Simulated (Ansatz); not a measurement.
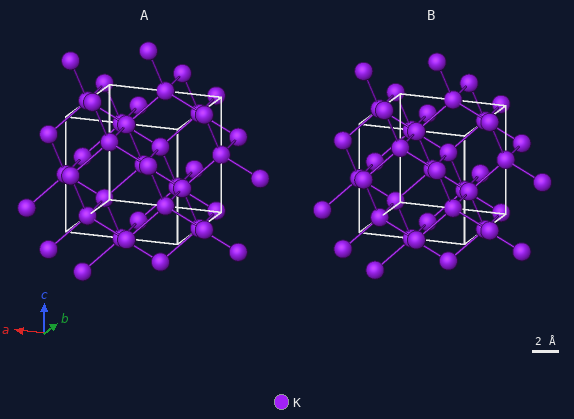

Two geometries of solid K (built on the diamond_227 type), drawn at one scale. One is the start of a relaxation, the other its converged end. The picture is a ball-and-stick view of the conventional cell (4 times the calculation's cell), seen from a free direction. Lengths and directions refer to the drawn axes.

Theory: Ansatz 0.2.0, DFT PBEsol, scalar-relativistic, plane waves, PAW. Set-up: plane-wave cutoff 420 eV; k-point mesh 12 × 12 × 12; occupations gaussian; smearing width 0.1 eV; no spin polarisation; cell and atoms relaxed; force threshold 0.01 eV/Å; at most 80 steps.

**Which geometry has the lower energy?**

Structure A is the relaxed one. Case: diamond type (Fd-3m, No. 227). After 3 accepted moves (4 points after the start) the energy has fallen by 15.6 meV per atom. All forces vanish by symmetry, so only the cell relaxes. Pressure: 0.32 GPa at the start and 0.01 GPa at the end. At 1 point the geometry stayed and the basis and grid were re-selected for the new cell (energy shift of 0.1 meV per atom at most each time). No atom moves by more than 0.005 Å relative to the cell. The drawn cell changes as follows: a = b = c 8.877 → 9.416 Å (+6.1 %); the volume changes by +19.3 %. Some distances before and after: K–K 3.844 → 4.077 Å. The space group stays Fd-3m (No. 227).
